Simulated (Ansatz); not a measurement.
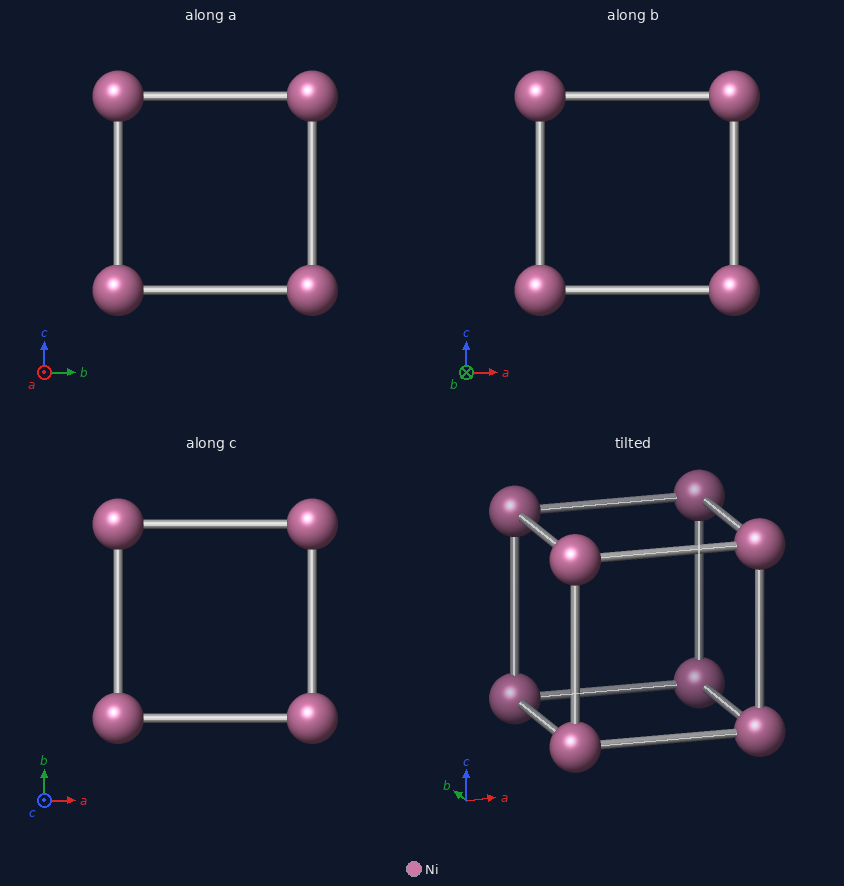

This ball-and-stick model is shown along the a axis, along the b axis, along the c axis and slightly off an axis. The conventional unit cell is drawn as a box.

Lattice parameters: a = 2.2921 Å, b = 2.2921 Å, c = 2.2921 Å, α = 90.000°, β = 90.000°, γ = 90.000°.

Question: Convert the drawing into a CIF with its space group and independent sites.

Answer:
```cif
data_structure
_symmetry_space_group_name_H-M 'P m -3 m'
_symmetry_Int_Tables_number 221
_cell_length_a 2.2921
_cell_length_b 2.2921
_cell_length_c 2.2921
_cell_angle_alpha 90.000
_cell_angle_beta 90.000
_cell_angle_gamma 90.000
_cell_volume 12.04
loop_
_atom_site_label
_atom_site_type_symbol
_atom_site_symmetry_multiplicity
_atom_site_Wyckoff_symbol
_atom_site_fract_x
_atom_site_fract_y
_atom_site_fract_z
_atom_site_occupancy
Ni1 Ni 1 a 0.0000 0.0000 0.0000 1
```

The structure was taken from a structure type filled with this element by a generator (whether the element takes this form wasn't checked). A relaxation with Ansatz 0.2.0, DFT, r2SCAN, plane waves (500 eV) with PAW, scalar-relativistic gave the geometry drawn.
